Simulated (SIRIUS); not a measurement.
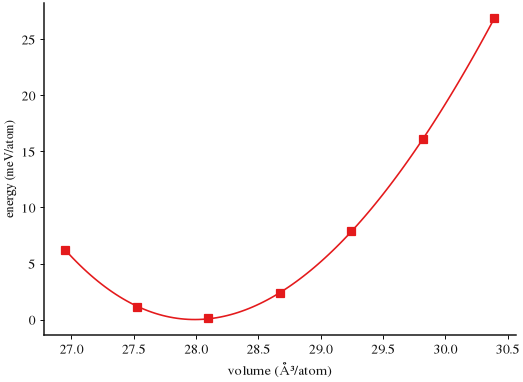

The plot gives the computed energy against volume for Sn, space group Immm (No. 71).

Cell as given: a = 3.406 Å, b = 3.406 Å, c = 3.406 Å, α = 119.08°, β = 117.16°, γ = 93.29°; 1 atom.

Method: all-electron LAPW DFT, no spin polarisation; energies at scaled volumes of the given cell, shape and fractions fixed, counted from the fit's minimum, third-order Birch-Murnaghan fit (SIRIUS 7.12.0). Level: PBE.

- k mesh: 11×11×11
- occupations: Fermi–Dirac
- smearing width: 0.05 eV
- potentials: all electron FP LAPW
- program settings: basis apw+lo standard, gk cutoff 3.31 1/bohr, pw cutoff 20 1/bohr

**What equilibrium volume and bulk modulus follow from the curve?**

A third-order Birch–Murnaghan fit gives V0 = 27.99 Å³/atom, B0 = 48.2 GPa and B′ = 4.2.

Keep in mind: shape and atomic fractions are frozen while scaling, which makes layered, chain and framework solids too stiff.
